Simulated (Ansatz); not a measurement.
Given this structure:

```
B N
1.0
     3.62470    0.00000    0.00000
     0.00000    3.62470    0.00000
     0.00000    0.00000    3.62470
B N
4 4
Cartesian
  0.0000 0.0000 0.0000
  0.0000 1.8123 1.8123
  1.8123 0.0000 1.8123
  1.8123 1.8123 0.0000
  0.9062 2.7185 0.9062
  0.9062 0.9062 2.7185
  2.7185 2.7185 2.7185
  2.7185 0.9062 0.9062
```

### Describe what this structure looks like.

The structure is one of BN. Space group F-43m (No. 216), lattice face-centred cubic. The structure is of the kind named zinc blende (sphalerite type). Cell content 4 B, 4 N; Z = 4. The B atoms are each bonded to four N in a tetrahedral arrangement at 1.57 Å. N bonds to four B in a tetrahedral arrangement at 1.57 Å. The bonds build a three-dimensional framework.

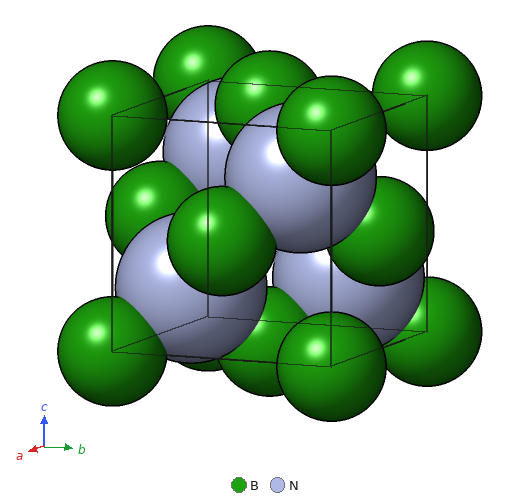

A space-filling rendering, viewed slightly off an axis. The wireframe shows the conventional unit cell.

The cell started as a structure listed in the Materials Project. Earlier steps of the study may have refined or changed the cell and positions. It was run through Ansatz as a DFT input.
